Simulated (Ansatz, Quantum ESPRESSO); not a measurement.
# 1T-HfS2, 1 layer: the gap on the mesh at a withheld member of a series

How the rows were computed: Quantum ESPRESSO 7.5, PBE, SG15 norm-conserving. Cell and atoms are relaxed under PBE (GBRV files) and held. Screened hybrids with norm-conserving files, screening 0.106 per bohr, fixed occupations, a 9×9×1 mesh with exchange on 3×3×1 q points. Levels count from the potential in the middle of the vacuum. The series steps the share of short-range exact exchange (0.25 is HSE06, 0 is PBE).

| share of short-range exact exchange | gap on the mesh (eV) |
| --- | --- |
| 0 | 1.319 |
| 0.1 | 1.577 |
| 0.15 | 1.708 |
| 0.2 | 1.840 |
| 0.25 | 1.973 |
| 0.3 | 2.108 |

One more run was made and is withheld. What is the gap on the mesh at 0.4?

**Fit.** The rows at 0.25 and 0.3 give a slope of (2.108 − (1.973))/(0.3 − (0.25)) = 2.7, so a straight line gives 2.378 eV. A parabola through these and the row at 0.2 gives 2.384 eV.

**The withheld run.** 2.380 eV. The line misses by −0.002 and the parabola by +0.004 eV. Both misses are under 5 % of the step from the nearer row.

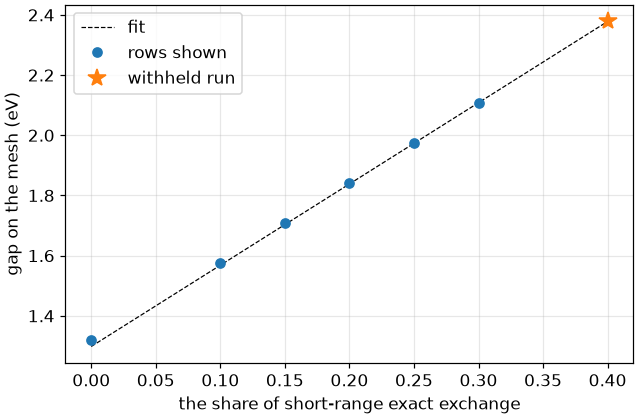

The rows shown, the fit and the withheld run.

**Limits.** Gaps are those of the mesh; no spin-orbit coupling; the q mesh was not tested; the geometry stays that of PBE.
